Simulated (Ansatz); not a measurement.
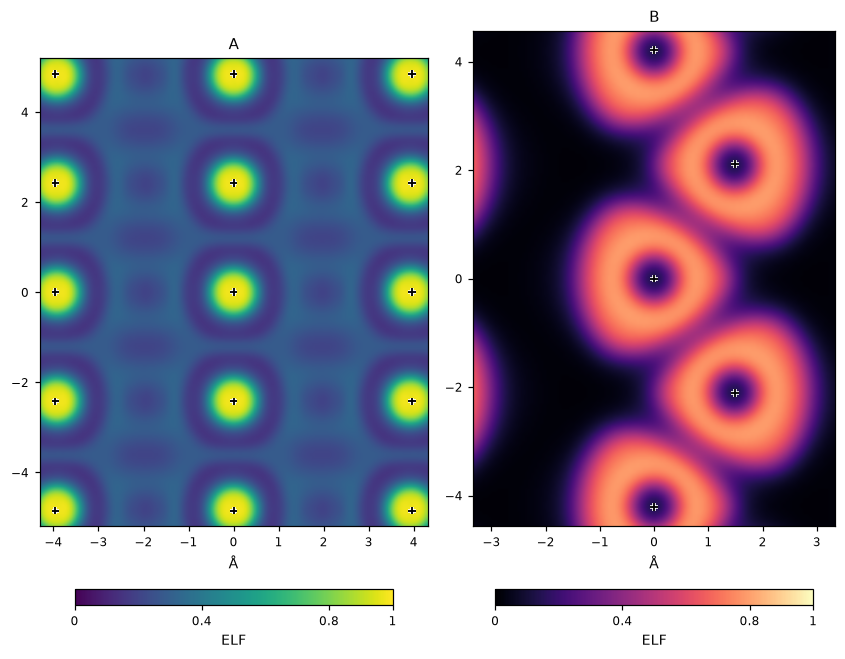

The ELF of 2 systems, each on a plane through atoms (crosses mark nuclei in the plane).

These are results of DFT, PBEsol, plane waves (420 eV) with PAW, scalar-relativistic (Ansatz 0.2.0), not measurements.

System 1: Co, the (100) plane of the conventional cell. Space group P6/mmm; set up as Co, omega (AlB2-type); a generated structure, not necessarily the stable one; changed on purpose from its base cell (volume × 1.08); computed pressure about −17 GPa in this cell; computed without spin polarisation.

System 2: Se, the (101) plane of the conventional cell. Space group Fd-3m; set up as Se, diamond; a generated structure, not necessarily the stable one; changed on purpose from its base cell (volume × 0.88); computed pressure about 7 GPa in this cell.

Match each panel to its system.

Panel A is system 1, Co: the plane holds Co. Co–Co (2.42 Å): the ELF is about 0.25 at the midpoint; no localised pair shows between them. Panel B is system 2, Se: the plane holds Se. Se–Se (2.58 Å): the ELF is about 0.45 at the midpoint.
